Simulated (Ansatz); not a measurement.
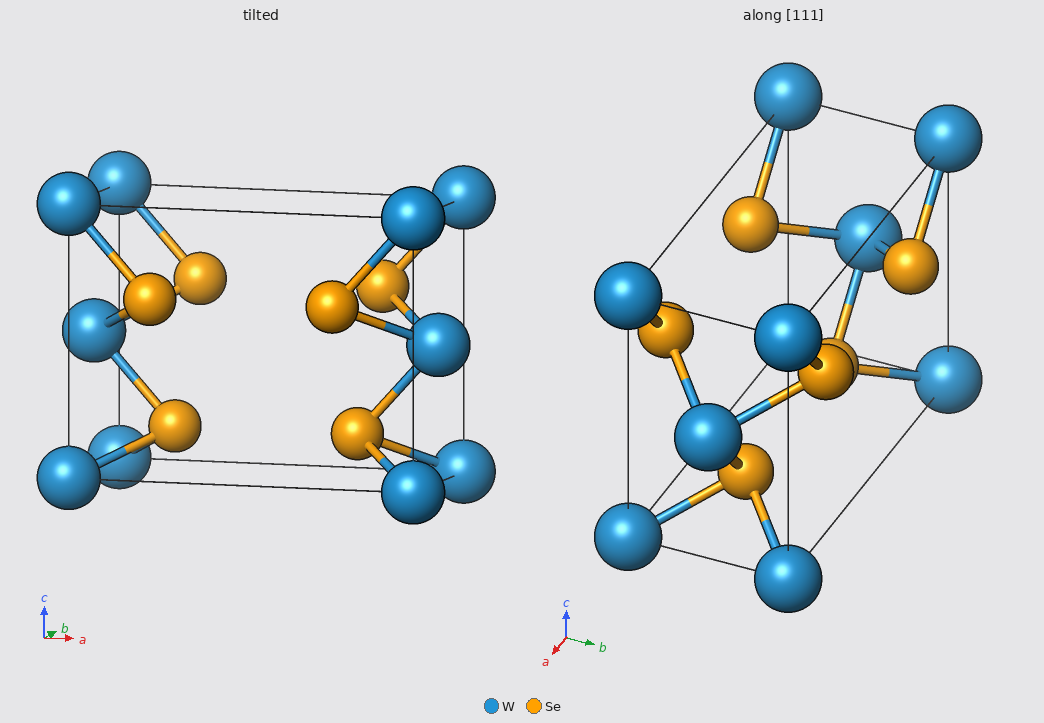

A ball-and-stick picture of a crystal structure, seen slightly off an axis and along [111]. The wireframe shows the conventional unit cell.

Explain the picture.

Its composition is WSe₂. The lattice is base-centred orthorhombic and the space group Amm2 (No. 38). One cell contains 2 W, 4 Se, 6 atoms in all. W is coordinated by six Se in a trigonal prismatic arrangement. The coordination shell of Se holds three W in a trigonal pyramidal arrangement. Not all metal-metal contacts are counted. The bonds build WSe2 layers parallel to (100).

Starting structure: a structure listed in the Materials Project. The cell was then strained or its atoms displaced on purpose. An electronic-structure calculation with Ansatz was run on it.

At this level of theory the cell isn't at rest (compressed, at 6 GPa), so its distances can differ from those at equilibrium, the more so the softer the solid.
